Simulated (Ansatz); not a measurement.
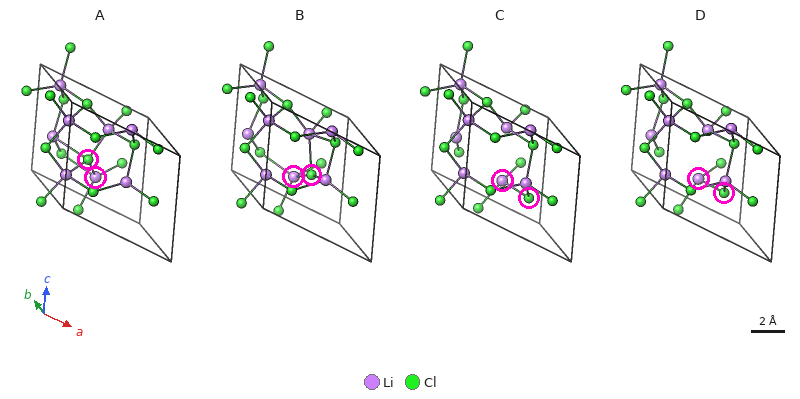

4 geometries from a converged minimum-energy path of a defect cell of composition Li$_{8}$Cl$_{7}$ with a Cl vacancy (15 atoms in the cell), shuffled. Style: ball-and-stick. Shown: the reduced simulation cell (origin moved), slightly off an axis. The atoms that move most are ringed. Lengths and directions refer to the drawn axes. Bonds to atoms that aren't drawn are left out.

All numbers below come from Ansatz, DFT PBE, scalar-relativistic, plane waves, PAW. Set-up: plane-wave cutoff 420 eV; k-point mesh 4 × 4 × 4; Gaussian smearing 0.05 eV; 5 movable images; climbing image; force threshold 0.05 eV/Å; iteration limit 60.

Q: Which frame is the top of the path?

A: B. In order along the path, whose images run from 0 to 6: C (image 0, 0.00 eV), D (image 1, +0.13 eV), B (image 3, +0.71 eV), A (image 5, +0.21 eV). A Cl atom travels furthest, 3.87 Å from end to end, roughly along [−3 0 1], on a path that bends up to 0.35 Å away from the straight line. At the highest image its nearest neighbour (Li) is 2.29 Å away, against 2.38 Å at the start, and the surrounding atoms stand up to 0.77 Å off the mean of their end positions.

Limits of the set-up: the cell has an odd number of electrons but was run without spin polarisation; the periodic images lie only 7.4 Å apart, so the values are limited by the cell's size.

The run took about 29 core-minutes on a shared host.
